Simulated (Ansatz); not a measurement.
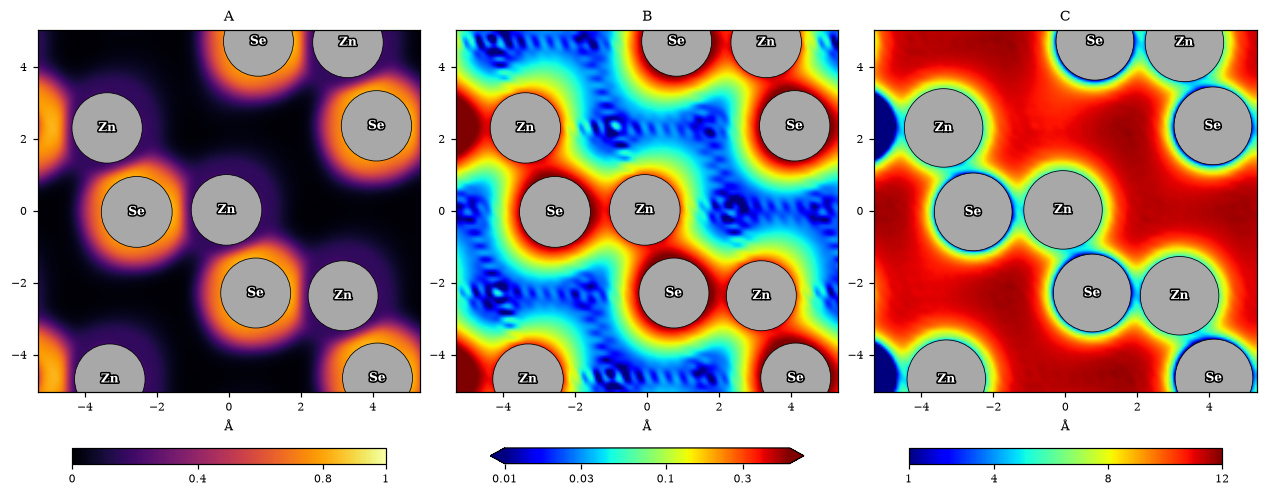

Zn₁₆Se₁₇ (cell with a defect): 3 fields on the (100) plane of the calculation cell, with unlabelled colour scales. Grey discs cover the atomic cores.

These are results of Ansatz 0.2.0, DFT PBE, scalar-relativistic, plane waves, PAW, not measurements.

```
Zn Se
1.0
     5.73176   -5.73176   -5.73176
    -5.73176   -5.73176    5.73176
    -5.73176    5.73176   -5.73176
Zn Se
16 17
Cartesian
  -2.8903 -0.0293 -2.8466
  -2.4875 -2.7056 -0.0057
  -2.9121 -5.5805 2.7865
  0.0442 -2.8519 -8.5956
  -8.6006 -2.8201 -0.0326
  -5.6151 -0.0289 -0.0974
  -5.6708 -2.8820 2.7419
  2.8685 -5.7188 -2.9034
  -5.5929 -5.5807 -5.7305
  -2.8343 -2.8819 -5.6864
  -2.5799 -5.9456 -3.0374
  0.0957 -2.8202 -2.9118
  -2.8178 -8.5837 -0.0805
  -5.6418 0.0130 -5.7727
  -6.0175 -2.7060 -2.9386
  -0.1941 -0.2140 -5.6382
  -4.2526 1.4636 -1.4722
  -4.1842 -1.4417 1.3455
  -4.2527 -4.1868 -7.2038
  -1.4912 -1.4960 -7.2172
  -4.2781 -7.1292 -4.3090
  -1.2348 -4.2888 -4.4175
  -1.2823 -7.2279 -1.4589
  -4.2525 1.4615 -7.2039
  4.2787 -4.2876 -4.3594
  -4.3211 -1.4418 -4.2899
  -5.2754 -3.8661 -0.8802
  -1.1985 -1.2305 -1.4914
  -4.2269 -7.1292 1.3647
  -7.0522 1.4442 -4.3168
  -7.3064 -1.2306 -1.4528
  -1.5390 1.4428 -4.2584
  -3.2306 -3.8659 -2.0637
```

Q: Which field does each panel show? The fields are: electron localisation function, electrostatic potential energy of an electron and valence pseudo-density.

A: Panel A: electron localisation function. Panel B: valence pseudo-density. Panel C: electrostatic potential energy of an electron (low next to the atoms, rising into the space between them). From the grid: Zn–Se (2.45 Å): the density is about 0.47 e/Å³ at the midpoint, with its minimum of 0.42 e/Å³ about 1.1 Å from Zn; the ELF is about 0.60 at the midpoint. Zn–Se (2.45 Å): ρ at the midpoint is about 0.47 e/Å³, with its minimum of 0.42 e/Å³ about 1.1 Å from Zn; the ELF is about 0.60 at the midpoint.
